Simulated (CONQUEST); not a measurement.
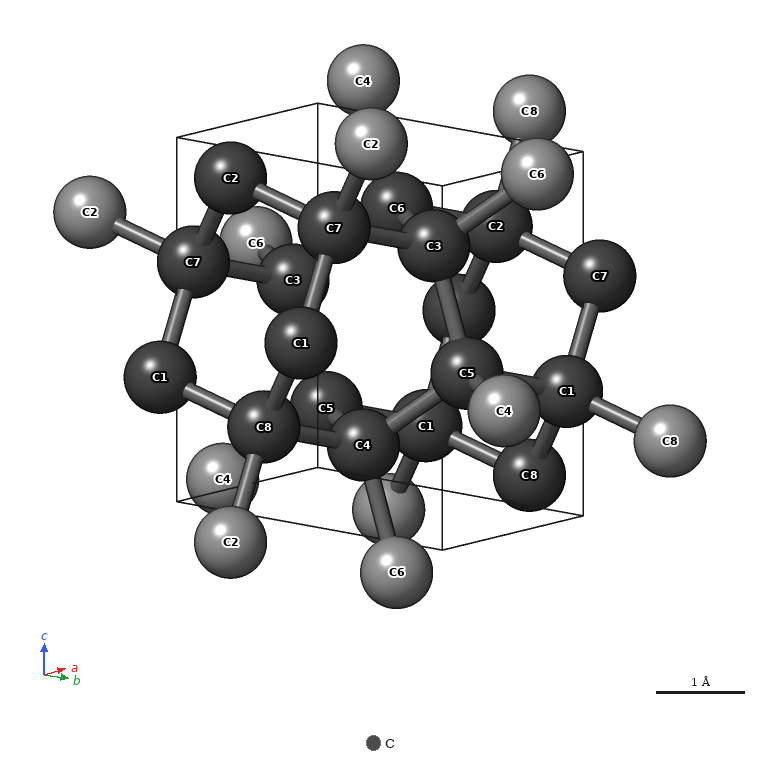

Fig. 1: The structure as given in the input (ball-and-stick view of the cell of the calculation, seen at an oblique angle; neighbours outside the cell are drawn fainter; atoms are numbered from 1 in the order of the input). Near neighbours in the crystal (not all of them lie inside the picture): C has 4 C at 1.50 Å.

**Geometry relaxation, with input and output: C**

System: C (P6₃/mmc, 8 atoms in the cell).
Method: Kohn-Sham DFT of a periodic cell, WC, PseudoDojo NC PBEsol, no spin polarisation (CONQUEST 1.3).

The structure derives from an entry of the Crystallography Open Database. It belongs to a series of runs on one base structure; here: volume scaled by 0.92.

**Input file**
```
IO.Title C
IO.Coordinates coords.dat
IO.FractionalAtomicCoords T
IO.Iprint 2
IO.Iprint_init 1
General.NumberOfSpecies 1
General.PseudopotentialType hamann
General.FunctionalType 104
General.DifferentFunctional T
AtomMove.TypeOfRun sqnm
AtomMove.FullStress T
Grid.GridCutoff 100
DM.SolutionMethod diagon
Diag.MPMesh T
Diag.GammaCentred T
Diag.MPMeshX 7
Diag.MPMeshY 4
Diag.MPMeshZ 4
Diag.kT 0.00183747
minE.SCTolerance 1e-6
SC.MaxIters 100
IO.AtomChargeOutput T
AtomMove.NumSteps 30
AtomMove.WriteExtXYZ T
AtomMove.OutputFreq 1
AtomMove.WriteXSF F
AtomMove.MaxForceTol 5e-4
%block ChemicalSpeciesLabel
1 12.010 C
%endblock
```

Launch command:
```bash
Conquest
```

**The program's output**
```
Simulation cell dimensions:     4.6354 a0 x     7.5697 a0 x     8.0288 a0

      Atomic coordinates (a0)
         Atom         X         Y         Z  Species
            1    0.0000    7.0966    2.6763        1
            2    2.3177    7.0966    6.6907        1
            3    0.0000    3.3117    5.3525        1
            4    2.3177    3.3117    1.3381        1
            5    0.0000    4.2579    2.6763        1
            6    2.3177    4.2579    6.6907        1
            7    0.0000    0.4731    5.3525        1
            8    2.3177    0.4731    1.3381        1

         Monkhorst-Pack mesh:   7 x   4 x   4 gamma-centred
        This calculation includes non-local pseudopotentials,
         with a maximum core radius of      6.24713685

    Job title: C
    Job to be run: SQNM atomic relaxation

    Ground state search:
      Support functions represented with PAO basis
      1:1 PAO to SF mapping
      Non-spin-polarised electrons
      Solving for the K matrix using diagonalisation
      Using Fermi-Dirac smearing

    Integration grid size:     24 x   36 x   40

    Integration grid spacing:  0.193 a0 x 0.210 a0 x 0.201 a0

    Number of species:  1
    --------------------------------------------------------
    |   #  mass (au)  Charge (e)  SF Rad (a0)  NSF  Label  |
    --------------------------------------------------------
    |   1     12.010       4.000        6.518    4  C      |
    --------------------------------------------------------
          SCF tolerance:                 0.00000100
          SCF iterations:               100

    The functional used will be GGA WC

           radial cut-off to be used is taken to be max PAO cut-off radius for this species:    6.247137

           greatest ang. mom. for making density from PAOs:  1
    Minimum blocs/proc is      540. Maximum blocs/proc is      540
    set_atom_dens: In set_atomic_density, electrons :      32.000000000000
 matrix_size & matrix_size_padH =           32          32

    Screened ion int: energy:     -28.888449920908 Ha

    sqnm: starting SQNM atomic relaxation
    sqnm: Tolerance:   0.0005 Ha/a0 Maximum steps:   30
      PulayMixSC: Starting Pulay mixing, A_up =  0.500 A_dn =  0.500
      PulayMixSC: Spin non-polarised calculation.
          Harris-Foulkes Energy            :       -47.827096236153764 Ha
      PulayMixSC: Pulay iteration     1 residual:              0.42707E-02
          Harris-Foulkes Energy            :       -47.804229765896352 Ha
      PulayMixSC: Pulay iteration     2 residual:              0.21075E-02
          Harris-Foulkes Energy            :       -47.797125298027005 Ha
      PulayMixSC: Pulay iteration     3 residual:              0.17394E-04
          Harris-Foulkes Energy            :       -47.797125172393443 Ha
      PulayMixSC: Pulay iteration     4 residual:              0.15748E-05
          Harris-Foulkes Energy            :       -47.797125168870366 Ha
      PulayMixSC: Pulay iteration     5 residual:              0.70968E-06
      PulayMixSC: Reached SCF tolerance of  0.70968E-06 after      5 iterations
      | Number of electrons      =        31.999991
      |* Harris-Foulkes energy   =       -47.797125168870366 Ha
      |* DFT total energy        =       -47.797125168379708 Ha

      force: Forces on atoms (Ha/a0)
      force:  Atom   X              Y              Z
      force:     1   0.0000000000  -0.0045157733  -0.0000712224
      force:     2  -0.0000000000  -0.0045157733  -0.0000712224
      force:     3  -0.0000000000  -0.0045157733   0.0000712224
      force:     4  -0.0000000000  -0.0045157733   0.0000712224
      force:     5  -0.0000000000   0.0045157733  -0.0000712224
      force:     6  -0.0000000000   0.0045157733  -0.0000712224
      force:     7   0.0000000000   0.0045157733   0.0000712224
      force:     8  -0.0000000000   0.0045157733   0.0000712224

      force: Maximum force :        0.00451577(Ha/a0) on atom         6 in y direction
      force: Force Residual:        0.00451633 Ha/a0
      force: Total stress:        -58.83966174     0.00000000     0.00000000 GPa
                             0.00000000   -92.31511121     0.00000000
                             0.00000000     0.00000000   -59.00570305
      force: Average pressure:     70.05349200 GPa

      get_E_and_F: Change in energy during last step of electronic optimisation:  0.35231E-08

    GeomOpt - Iter:    0 MaxF:   0.00451577 Ha/a0 E:     -47.79712517 Ha dE:     0.00000000 Ha

      back_lm: Initial energy is       -47.797125 Ha
      PulayMixSC: Starting Pulay mixing, A_up =  0.500 A_dn =  0.500
      PulayMixSC: Spin non-polarised calculation.
          Harris-Foulkes Energy            :       -47.797191364606157 Ha
      PulayMixSC: Pulay iteration     1 residual:              0.35072E-04
          Harris-Foulkes Energy            :       -47.797189445030817 Ha
      PulayMixSC: Pulay iteration     2 residual:              0.16842E-04
          Harris-Foulkes Energy            :       -47.797188912421021 Ha
      PulayMixSC: Pulay iteration     3 residual:              0.15694E-05
          Harris-Foulkes Energy            :       -47.797188910718610 Ha
      PulayMixSC: Pulay iteration     4 residual:              0.72917E-08
      PulayMixSC: Reached SCF tolerance of  0.72917E-08 after      4 iterations
      | Number of electrons      =        31.999990
      |* Harris-Foulkes energy   =       -47.797188910718610 Ha
      |* DFT total energy        =       -47.797188910718518 Ha
      get_E_and_F: Change in energy during last step of electronic optimisation:  0.17024E-08

      force: Forces on atoms (Ha/a0)
      force:  Atom   X              Y              Z
      force:     1  -0.0000000000   0.0009826712   0.0000230763
      force:     2   0.0000000000   0.0009826712   0.0000230763
      force:     3  -0.0000000000   0.0009826712  -0.0000230763
      force:     4  -0.0000000000   0.0009826712  -0.0000230763
      force:     5  -0.0000000000  -0.0009826712   0.0000230763
      force:     6   0.0000000000  -0.0009826712   0.0000230763
      force:     7  -0.0000000000  -0.0009826712  -0.0000230763
      force:     8   0.0000000000  -0.0009826712  -0.0000230763

      force: Maximum force :        0.00098267(Ha/a0) on atom         2 in y direction
      force: Force Residual:        0.00098294 Ha/a0
      force: Total stress:        -58.05195014     0.00000000     0.00000000 GPa
                             0.00000000   -94.26668916     0.00000000
                             0.00000000     0.00000000   -58.11771738
      force: Average pressure:     70.14545223 GPa

      back_lm: Exit after    1 iterations with energy       -47.797189 Ha

      Simulation cell dimensions:     4.6354 a0 x     7.5697 a0 x     8.0288 a0

      Atomic coordinates (a0)
         Atom         X         Y         Z  Species
            1    0.0000    7.0921    2.6762        1
            2    2.3177    7.0921    6.6906        1
            3   -0.0000    3.3072    5.3526        1
            4    2.3177    3.3072    1.3382        1
            5   -0.0000    4.2625    2.6762        1
            6    2.3177    4.2625    6.6906        1
            7    0.0000    0.4776    5.3526        1
            8    2.3177    0.4776    1.3382        1
    sqnm: search direction has magnitude          0.00096046

    GeomOpt - Iter:    1 MaxF:   0.00098267 Ha/a0 E:     -47.79718891 Ha dE:    -0.00006374 Ha

    Force Residual:              0.00098294 Ha/a0
    Maximum force:               0.00098267 Ha/a0
    Force tolerance:             0.00050000 Ha/a0
    Energy change:              -0.00006374 Ha
      single_step: initial energy is       -47.797189 Ha
      PulayMixSC: Starting Pulay mixing, A_up =  0.500 A_dn =  0.500
      PulayMixSC: Spin non-polarised calculation.
          Harris-Foulkes Energy            :       -47.797192088215013 Ha
      PulayMixSC: Pulay iteration     1 residual:              0.74681E-05
          Harris-Foulkes Energy            :       -47.797192000970711 Ha
      PulayMixSC: Pulay iteration     2 residual:              0.35844E-05
          Harris-Foulkes Energy            :       -47.797191976777043 Ha
      PulayMixSC: Pulay iteration     3 residual:              0.33506E-06
      PulayMixSC: Reached SCF tolerance of  0.33506E-06 after      3 iterations
      | Number of electrons      =        31.999990
      |* Harris-Foulkes energy   =       -47.797191976777043 Ha
      |* DFT total energy        =       -47.797191976692446 Ha
      get_E_and_F: Change in energy during last step of electronic optimisation:  0.24194E-07

      force: Forces on atoms (Ha/a0)
      force:  Atom   X              Y              Z
      force:     1  -0.0000000000  -0.0002029404  -0.0000105734
      force:     2  -0.0000000000  -0.0002029404  -0.0000105734
      force:     3  -0.0000000000  -0.0002029404   0.0000105734
      force:     4   0.0000000000  -0.0002029404   0.0000105734
      force:     5  -0.0000000000   0.0002029404  -0.0000105734
      force:     6  -0.0000000000   0.0002029404  -0.0000105734
      force:     7   0.0000000000   0.0002029404   0.0000105734
      force:     8  -0.0000000000   0.0002029404   0.0000105734

      force: Maximum force :        0.00020294(Ha/a0) on atom         1 in y direction
      force: Force Residual:        0.00020322 Ha/a0
      force: Total stress:        -58.22334766     0.00000000     0.00000000 GPa
                             0.00000000   -93.83482830     0.00000000
                             0.00000000    -0.00000000   -58.32345347
      force: Average pressure:     70.12720981 GPa

      Simulation cell dimensions:     4.6354 a0 x     7.5697 a0 x     8.0288 a0

      Atomic coordinates (a0)
         Atom         X         Y         Z  Species
            1    0.0000    7.0930    2.6762        1
            2    2.3177    7.0930    6.6906        1
            3   -0.0000    3.3082    5.3526        1
            4    2.3177    3.3082    1.3382        1
            5   -0.0000    4.2615    2.6762        1
            6    2.3177    4.2615    6.6906        1
            7   -0.0000    0.4767    5.3526        1
            8    2.3177    0.4767    1.3382        1
    sqnm: search direction has magnitude          0.00019823

    GeomOpt - Iter:    2 MaxF:   0.00020294 Ha/a0 E:     -47.79719198 Ha dE:    -0.00000307 Ha

    Force Residual:              0.00020322 Ha/a0
    Maximum force:               0.00020294 Ha/a0
    Force tolerance:             0.00050000 Ha/a0
    Energy change:              -0.00000307 Ha

    GeomOpt converged in    2 iterations
    sqnm: maximum force below threshold:      0.00020 Ha/a0

    BIBLIOGRAPHY: Please consider citing the following references in the conquest.bib file

    CONQUEST:         Bowler2002pt, Miyazaki2004, Nakata2020
    Basis:            Bowler2019
    DM:               Bowler:2006xr
    Pseudopotentials: Hamann2013, Bowler2019
    XC functional:    Wu2006

    Warnings written to file Conquest_warnings; please check
```

**File coords.dat**
```
    4.6354344603     0.0000000000     0.0000000000
    0.0000000000     7.5696841388     0.0000000000
    0.0000000000     0.0000000000     8.0288079994
8
  0.0000000000   0.9375000000   0.3333333330 1 T T T
  0.5000000000   0.9375000000   0.8333333330 1 T T T
  0.0000000000   0.4375000000   0.6666666670 1 T T T
  0.5000000000   0.4375000000   0.1666666670 1 T T T
  0.0000000000   0.5625000000   0.3333333330 1 T T T
  0.5000000000   0.5625000000   0.8333333330 1 T T T
  0.0000000000   0.0625000000   0.6666666670 1 T T T
  0.5000000000   0.0625000000   0.1666666670 1 T T T
```

**File coord_next.dat**
```
      4.63543446029999995      0.00000000000000000      0.00000000000000000
      0.00000000000000000      7.56968413879999957      0.00000000000000000
      0.00000000000000000      0.00000000000000000      8.02880799939999967
       8
      0.00000000000000051      0.93703028648419340      0.33332729216551177     1  T  T  T
      0.50000000000000033      0.93703028648419384      0.83332729216550805     1  T  T  T
     -0.00000000000000030      0.43703028648419101      0.66667270783448795     1  T  T  T
      0.49999999999999944      0.43703028648419179      0.16667270783449217     1  T  T  T
     -0.00000000000000120      0.56296971351580738      0.33332729216551288     1  T  T  T
      0.49999999999999972      0.56296971351580805      0.83332729216551127     1  T  T  T
     -0.00000000000000113      0.06296971351580831      0.66667270783448995     1  T  T  T
      0.50000000000000167      0.06296971351580903      0.16667270783449162     1  T  T  T
```

**Trajectory as extended XYZ (Å, eV, eV/Å), 3 frames, from step=0 to step=2**
```
8
Lattice="2.4530 0.0000 0.0000 0.0000 4.0057 0.0000 0.0000 0.0000 4.2487" Properties=species:S:1:pos:R:3:forces:R:3 step=0 energy=-1300.62603
C     0.0000    3.7553    1.4162    0.0000  -0.2322  -0.0037
C     1.2265    3.7553    3.5406    0.0000  -0.2322  -0.0037
C     0.0000    1.7525    2.8324    0.0000  -0.2322   0.0037
C     1.2265    1.7525    0.7081    0.0000  -0.2322   0.0037
C     0.0000    2.2532    1.4162    0.0000   0.2322  -0.0037
C     1.2265    2.2532    3.5406    0.0000   0.2322  -0.0037
C     0.0000    0.2504    2.8324    0.0000   0.2322   0.0037
C     1.2265    0.2504    0.7081    0.0000   0.2322   0.0037
8
Lattice="2.4530 0.0000 0.0000 0.0000 4.0057 0.0000 0.0000 0.0000 4.2487" Properties=species:S:1:pos:R:3:forces:R:3 step=1 energy=-1300.62777
C     0.0000    3.7530    1.4162    0.0000   0.0505   0.0012
C     1.2265    3.7530    3.5405    0.0000   0.0505   0.0012
C     0.0000    1.7501    2.8325    0.0000   0.0505  -0.0012
C     1.2265    1.7501    0.7081    0.0000   0.0505  -0.0012
C     0.0000    2.2556    1.4162    0.0000  -0.0505   0.0012
C     1.2265    2.2556    3.5405    0.0000  -0.0505   0.0012
C     0.0000    0.2527    2.8325    0.0000  -0.0505  -0.0012
C     1.2265    0.2527    0.7081    0.0000  -0.0505  -0.0012
8
Lattice="2.4530 0.0000 0.0000 0.0000 4.0057 0.0000 0.0000 0.0000 4.2487" Properties=species:S:1:pos:R:3:forces:R:3 step=2 energy=-1300.62785
C     0.0000    3.7535    1.4162    0.0000  -0.0104  -0.0005
C     1.2265    3.7535    3.5405    0.0000  -0.0104  -0.0005
C     0.0000    1.7506    2.8325    0.0000  -0.0104   0.0005
C     1.2265    1.7506    0.7081    0.0000  -0.0104   0.0005
C     0.0000    2.2551    1.4162    0.0000   0.0104  -0.0005
C     1.2265    2.2551    3.5405    0.0000   0.0104  -0.0005
C     0.0000    0.2522    2.8325    0.0000   0.0104   0.0005
C     1.2265    0.2522    0.7081    0.0000   0.0104   0.0005
```

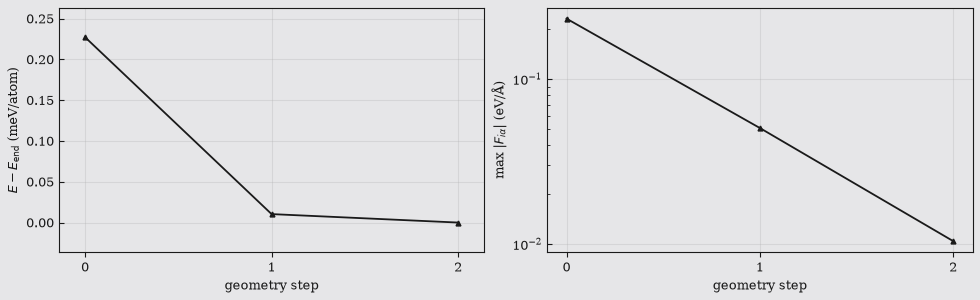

Fig. 2: Progress of the relaxation, step by step (steps are counted from 0). No atom moves by more than 0.005 Å. The cell stays as it was. The space group stays P6_3/mmc (No. 194). After 2 geometry steps the energy has fallen by 0.2 meV per atom. Largest force component: 0.23 eV/Å at the start, 0.01 eV/Å at the end. (Atoms are counted from 1 in the order of the input.)

**Key numbers**

```tsv
quantity	value
outcome	converged
space group (tolerance 0.01 Å)	P6₃/mmc (194)
electrons treated	32
free energy	−1300.6279 eV
Fermi energy	−4.683 eV
gap on the k-point mesh	5.96 eV
pressure	70.13 GPa
final volume	41.75 Å³
largest force (length of the vector) at the end	0.010 eV/Å
final cell	a = 2.453 Å, b = 4.006 Å, c = 4.249 Å, α = 90.00°, β = 90.00°, γ = 90.00°
hardware	1 thread of Intel Xeon (Sapphire Rapids), 16 GiB of memory available, shared host
wall time	26 s
peak memory	0.22 GiB
```

**Remarks**

Further notes kept with the run: read_and_write: Functional in input file differs to pseudopotential but proceeding: 104 -116133. Points of doubt noted for this run: potential of other functional; small atomic basis. The cell is under a pressure of 70 GPa at this level, so it is not at its equilibrium volume.
